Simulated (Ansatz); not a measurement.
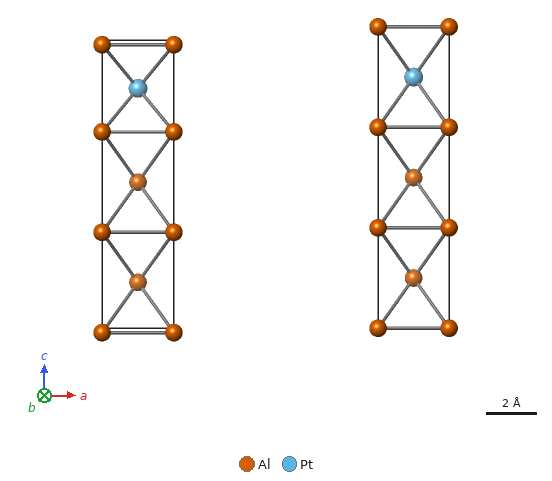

Two geometries of a crystal of Al₅Pt (set up in P4/mmm), drawn at one scale. One is the start of a relaxation, the other its converged end. A ball-and-stick model of the cell of the calculation, seen along the b axis.

Method: DFT PBE, scalar-relativistic, plane waves, PAW in Ansatz. Set-up: plane-wave cutoff 420 eV; k-point mesh 12 × 12 × 4; occupations gaussian; smearing width 0.1 eV; no spin polarisation; cell and atoms relaxed; force threshold 0.01 eV/Å; at most 45 steps.

Question: Which of the two is the end point?

Answer: The left one is the relaxed one. Case: superlattice of 5 and 1 planes along [0 0 1]. The largest moves relative to the cell, 0.18 Å, are those of Al atoms. Pt stays in place. The volume changes by −2.4 %, with a = b 2.849 → 2.880 Å (+1.1 %), c 12.089 → 11.549 Å (−4.5 %). Near-neighbour distances that change, for instance: Al–Pt 2.849 → 2.684 Å, Al–Al 2.849 → 2.880 Å, Pt–Pt 2.849 → 2.880 Å, Al–Al 2.849 → 2.859 Å. The space group stays P4/mmm (No. 123). Over 4 accepted moves (5 points after the start) the energy falls by 0.331 eV per cell of the calculation. The largest force component goes from 1.2 to 0.0014 eV/Å. The pressure goes from −4.28 to 0.00 GPa. The SCF was repeated once at an unchanged geometry on a basis and grid sized afresh for the cell, which shifted the energy by 0.4 meV per cell of the calculation at most.
